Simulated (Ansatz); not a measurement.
## Run report: CdSe, single-point calculation

System: CdSe (P6₃mc, 8 atoms in the cell).
Method: DFT, PBE, plane waves, PAW, no spin polarisation (Ansatz 0.2.0).

The structure was built on a prototype by a generator. The geometry comes from this level: PBE. It belongs to a series of runs on one base structure; here: volume -3%.

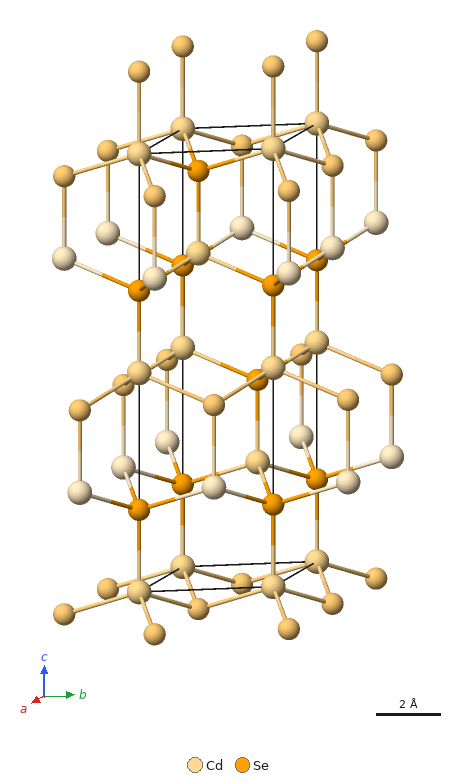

Fig. 1: The structure (ball-and-stick view of the cell of the calculation, seen slightly off an axis; neighbours outside the cell are drawn fainter).

**Summary**

| quantity | value |
| --- | --- |
| outcome | converged |
| space group (tolerance 0.01 Å) | P6₃mc (186) |
| electrons treated | 144 |
| free energy | −54899.1415 eV |
| Fermi energy | 7.118 eV |
| gap on the k-point mesh | 0.58 eV |
| pressure | 1.46 GPa |
| largest force (length of the vector) | 0.001 eV/Å |
| hardware | 2 threads of Arm Neoverse V1, 24 GiB of memory available, shared host |
| wall time | 11 s (CPU time 21 s) |
| peak memory | 0.58 GiB |

**Input**
```yaml
crystal:
  lattice:
    - [4.3384246608, 0.0, 0.0]
    - [-2.1692123304, 3.7571859686, 0.0]
    - [0.0, 0.0, 14.1608119774]
  atoms:
    - { symbol: Cd, position: [0.0, 0.0, -0.0001635463] }
    - { symbol: Cd, position: [0.3333333333, 0.6666666667, 0.2499698776] }
    - { symbol: Cd, position: [0.0, 0.0, 0.4998364537] }
    - { symbol: Cd, position: [0.6666666667, 0.3333333333, 0.7499698776] }
    - { symbol: Se, position: [0.0, 0.0, 0.1874660279] }
    - { symbol: Se, position: [0.3333333333, 0.6666666667, 0.4377276407] }
    - { symbol: Se, position: [0.0, 0.0, 0.6874660279] }
    - { symbol: Se, position: [0.6666666667, 0.3333333333, 0.9377276407] }
kpoints:
  mp_grid: { grid: [6, 6, 2] }
hamiltonian:
  xc: pbe
scf:
  occupations: { method: fixed }
  n_extra_bands: 6
output:
  forces: true
  stress: true
  eigenvalues: true
```

Run as:
```bash
ansatz run input.yaml --threads 2 --pin off --max-ram 3686MiB --backend cpu --events-out ev --progress --plain --runs-dir out
```

**The program's output**
```
scf.n_extra_bands = 6 over 72 filled bands (N_el = 144.0): the run solves 78 bands
Engine: ansatz 0.2.0, aarch64-unknown-linux-gnu
Pseudopotentials: kind: paw
Pseudopotential: Cd, paw, valence charge 20, recommended cutoff 420 eV (normal), Cd.paw.azcp
Pseudopotential: Se, paw, valence charge 16, recommended cutoff 420 eV (normal), Se.paw.azcp
Functional definition: PBE
  parameter kappa = 0.804
  parameter beta = 0.06672455060314922
  exchange = pbe_x(kappa = kappa, mu = beta*pi^2/3)
  correlation = pbe_c(beta = beta)
Crystal: 8 atoms, lattice volume = 230.825 Å³
Basis set: ecut = 420 eV, 4529 PW (Γ), exchange–correlation on 60×60×192 points (8 copies of the dense FFT grid, shifted against one another)
Bands: 78, of which v1, the nominal top of the filled ones, is band 72 counted from 1 (71 counted from 0)
Symmetry: 12 space group operations
Space group: P63mc (ITA 186), of the structure as read, at distance tolerance 6.1e-5 Å
k-points: 14 of 72
Non-local potential: Cd, projectors of the file, l = 0: 3, l = 1: 2, l = 2: 2, l = 3: 1
Non-local potential: Se, projectors of the file, l = 0: 2, l = 1: 2, l = 2: 3, l = 3: 1
PAW form: soft (Blöchl's): semilocal exchange-correlation on the pseudo side does not see the compensation charge
PAW one-centre angular grid: Cd, 590 points (default); XC on 64 Gauss nodes
PAW one-centre angular grid: Se, 590 points (default); XC on 64 Gauss nodes
Initial density: superposition of atomic densities (neutral atoms: chi_scale 0, normalization atom), corrected by the library's trained network
Initial wavefunctions: pseudopotential atomic-orbital guess
Functional: x = pbe(κ = 0.804, μ = 0.2195149727645171), c = pbe(β = 0.06672455060314922)
SCF iter   1: F=—  HF=-54899.139009 eV  |F-HF|=—  |Δ(HF+E_count)|=         —  Δρ=9.83e-4  dr2=4.79e-3  ethr=1.77e-3  ⟨swp⟩=4.9  Hψ=3361  notcnv=0  defer=54
preconditioner: auto → Resta (q_TF=auto, 2.522 Å⁻¹)  ε∞=5.2  [insulator: Δε(μ)=0.569 eV  Ē_g=10.122 eV  n_scr=64 (ndim 8)  ℏωp=20.7 eV  f_vac=0.211  ε∞_Penn≈5.2]
SCF iter   2: F=—  HF=-54899.141161 eV  |F-HF|=—  |Δ(HF+E_count)|=   2.15e-3  Δρ=5.01e-4  dr2=1.16e-3  ethr=3.33e-6  ⟨swp⟩=2.0  Hψ=1877  notcnv=0  defer=55
SCF iter   3: F=—  HF=-54899.141274 eV  |F-HF|=—  |Δ(HF+E_count)|=   1.12e-4  Δρ=1.93e-4  dr2=1.25e-4  ethr=8.04e-7  ⟨swp⟩=2.0  Hψ=1736  notcnv=0  defer=55
SCF iter   4: F=—  HF=-54899.141363 eV  |F-HF|=—  |Δ(HF+E_count)|=   8.93e-5  Δρ=1.02e-4  dr2=3.17e-5  ethr=8.65e-8  ⟨swp⟩=2.6  Hψ=1630  notcnv=0  defer=28
SCF iter   5: F=—  HF=-54899.141538 eV  |F-HF|=—  |Δ(HF+E_count)|=   1.75e-4  Δρ=3.22e-5  dr2=2.52e-6  ethr=2.20e-8  ⟨swp⟩=2.0  Hψ=1568  notcnv=0  defer=28
SCF iter   6: F=—  HF=-54899.141541 eV  |F-HF|=—  |Δ(HF+E_count)|=   2.78e-6  Δρ=1.32e-5  dr2=3.07e-7  ethr=1.75e-9  ⟨swp⟩=2.1  Hψ=1755  notcnv=0  defer=30
SCF iter   7: F=-54899.141541 eV  HF=-54899.141541 eV  |F-HF|=2.35e-8  |Δ(HF+E_count)|=   5.31e-7  Δρ=6.57e-6  dr2=8.35e-8  ethr=6.94e-11  ⟨swp⟩=9.4  Hψ=4982  notcnv=0
SCF 1 converged in 7 iterations: F = -54899.141541 eV  dr2 = 8.35e-8
  greatest PAW one-centre occupation: 1.000 electrons in one spin orbital (limit 2), on the Cd atom at site 2 (counted from 0), in its partial waves of l = 0
SCF converged after 7 iterations
Free energy (F): -54899.141541 eV
Harris-Foulkes:  -54899.141541 eV  (|F-HF|=2.35e-8)
Internal energy: -54899.141541 eV  (E = F + TS)
E sigma→0 (E₀):  -54899.141541 eV
Fermi energy:    7.117790 eV
--- Per-component energies (eV) ---
  E_band       = -3603.228557
  E_kinetic    = 2493.858854
  E_local      = -25762.745768  (includes V_loc(G=0)·N_el)
  E_nonlocal   = -2249.020506
  E_hartree    = 12239.452173
  E_xc         = -1123.553498
  E_vxc        = -1278.858428  (∫ρ·V_xc dr)
  E_paw        = -23978.966695  (= ΣΔE_a)
  E_vpaw       = -1285.407569  (= ΣTr[D̂ρ^β])
  E_aug_tail   = -0.002402  (compensation charges beyond the density's cutoff)
  E_ewald      = -16518.163699
  E_smearing   = -0.000000  (= −TS)
  E_closure    = 0.000000  (closes the sum)
  Σ components = -54899.141541   (vs F -54899.141541, Δ=0.00e0)
--- Forces (eV/Å), atoms counted from 1 ---
  atom   1  Cd     0.00000000     0.00000000     0.00143094
  atom   2  Cd     0.00000000     0.00000000    -0.00044482
  atom   3  Cd     0.00000000    -0.00000000     0.00143094
  atom   4  Cd     0.00000000    -0.00000000    -0.00044482
  atom   5  Se    -0.00000000    -0.00000000    -0.00089510
  atom   6  Se     0.00000000     0.00000000    -0.00007168
  atom   7  Se    -0.00000000     0.00000000    -0.00089510
  atom   8  Se     0.00000000    -0.00000000    -0.00007168
  max |Σ_I F_I| component: 3.87e-5 eV/Å
--- Stress (GPa, compression-positive) ---
        1.459613       0.000000       0.000000
       -0.000000       1.459613       0.000000
        0.000000      -0.000000       1.465565
  P = ⅓ Tr σ = 1.4616 GPa (14.616 kbar)
--- Band table (eV; the first three rows and the last of 14) ---
  k-point 0: bands = ["-94.4660", "-94.4660", "-94.4612", "-94.4612", "-55.5353", "-55.5353", "-55.5353", "-55.5353", "-55.5350", "-55.5350", "-55.5308", "-55.5308", "-55.5303", "-55.5303", "-55.5303", "-55.5303", "-39.4852", "-39.4852", "-39.4846", "-39.4846", "-39.4846", "-39.4846", "-39.4816", "-39.4816", "-39.4816", "-39.4816", "-39.4779", "-39.4779", "-39.4771", "-39.4771", "-39.4771", "-39.4771", "-39.4741", "-39.4741", "-39.4741", "-39.4741", "-5.3371", "-5.1614", "-5.1590", "-4.9829", "-0.7260", "-0.7229", "-0.7229", "-0.6902", "-0.6902", "-0.6761", "-0.6761", "-0.6470", "-0.6470", "-0.5313", "-0.5281", "-0.3945", "-0.3945", "-0.3883", "-0.3883", "-0.3672", "-0.3672", "-0.3549", "-0.3549", "-0.1020", "2.8848", "4.5151", "4.5286", "6.3974", "6.3974", "6.7326", "6.7326", "6.7406", "6.7406", "7.0954", "7.1178", "7.1178", "7.6996", "9.3251", "9.3883", "9.4889", "12.9265", "13.0167"]
  k-point 1: bands = ["-94.4660", "-94.4660", "-94.4612", "-94.4612", "-55.5353", "-55.5353", "-55.5353", "-55.5353", "-55.5350", "-55.5350", "-55.5308", "-55.5308", "-55.5303", "-55.5303", "-55.5303", "-55.5303", "-39.4852", "-39.4852", "-39.4846", "-39.4846", "-39.4846", "-39.4846", "-39.4816", "-39.4816", "-39.4816", "-39.4816", "-39.4779", "-39.4779", "-39.4771", "-39.4771", "-39.4771", "-39.4771", "-39.4741", "-39.4741", "-39.4741", "-39.4741", "-5.2855", "-5.2855", "-5.0347", "-5.0347", "-0.7113", "-0.7113", "-0.7113", "-0.7113", "-0.6820", "-0.6820", "-0.6569", "-0.6569", "-0.6569", "-0.6569", "-0.3916", "-0.3916", "-0.3916", "-0.3916", "-0.3608", "-0.3608", "-0.3608", "-0.3608", "-0.2699", "-0.2699", "3.3752", "3.3752", "5.9165", "5.9165", "6.4933", "6.4933", "6.4933", "6.4933", "7.0007", "7.0007", "7.0007", "7.0007", "8.7196", "8.7196", "9.4422", "9.4422", "12.8418", "12.8418"]
  k-point 2: bands = ["-94.4660", "-94.4660", "-94.4612", "-94.4612", "-55.5353", "-55.5353", "-55.5353", "-55.5353", "-55.5350", "-55.5350", "-55.5308", "-55.5308", "-55.5304", "-55.5304", "-55.5303", "-55.5303", "-39.4852", "-39.4852", "-39.4846", "-39.4846", "-39.4846", "-39.4846", "-39.4816", "-39.4816", "-39.4816", "-39.4816", "-39.4779", "-39.4779", "-39.4771", "-39.4771", "-39.4771", "-39.4771", "-39.4741", "-39.4741", "-39.4741", "-39.4741", "-5.2590", "-5.1036", "-5.1012", "-4.9478", "-0.7022", "-0.6961", "-0.6605", "-0.6574", "-0.6541", "-0.6427", "-0.6426", "-0.6226", "-0.6081", "-0.5043", "-0.4988", "-0.4032", "-0.3999", "-0.3849", "-0.3804", "-0.3678", "-0.3627", "-0.3482", "-0.3474", "-0.0535", "3.0373", "4.3428", "4.3670", "5.4657", "5.6329", "6.0177", "6.0904", "6.1178", "6.4843", "6.4870", "6.9051", "6.9354", "9.0063", "10.1246", "10.3012", "10.3399", "12.1215", "12.1709"]
  k-point 13: bands = ["-94.4660", "-94.4660", "-94.4612", "-94.4612", "-55.5354", "-55.5354", "-55.5354", "-55.5354", "-55.5350", "-55.5350", "-55.5308", "-55.5308", "-55.5305", "-55.5305", "-55.5304", "-55.5304", "-39.4851", "-39.4851", "-39.4846", "-39.4846", "-39.4846", "-39.4846", "-39.4816", "-39.4816", "-39.4816", "-39.4816", "-39.4779", "-39.4779", "-39.4771", "-39.4771", "-39.4771", "-39.4771", "-39.4741", "-39.4741", "-39.4741", "-39.4741", "-4.9034", "-4.9034", "-4.8991", "-4.8991", "-0.6244", "-0.6244", "-0.5624", "-0.5624", "-0.5600", "-0.5600", "-0.5367", "-0.5367", "-0.4147", "-0.4147", "-0.4092", "-0.4092", "-0.3942", "-0.3942", "-0.3638", "-0.3638", "0.0124", "0.0124", "0.0199", "0.0199", "3.2327", "3.2327", "3.2655", "3.2655", "4.5430", "4.5430", "4.9999", "4.9999", "5.6827", "5.6827", "5.8443", "5.8443", "11.0398", "11.0398", "11.3417", "11.3417", "12.3236", "12.3236"]
```

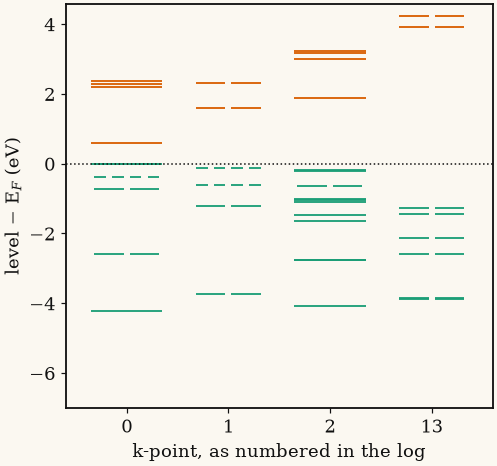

Fig. 2: Kohn–Sham levels near the Fermi level (dotted) at the few k-points that the log prints; levels within 0.02 eV of each other stand side by side. Among these points the highest filled and lowest empty levels are 0.58 eV apart, which is the gap on the mesh.
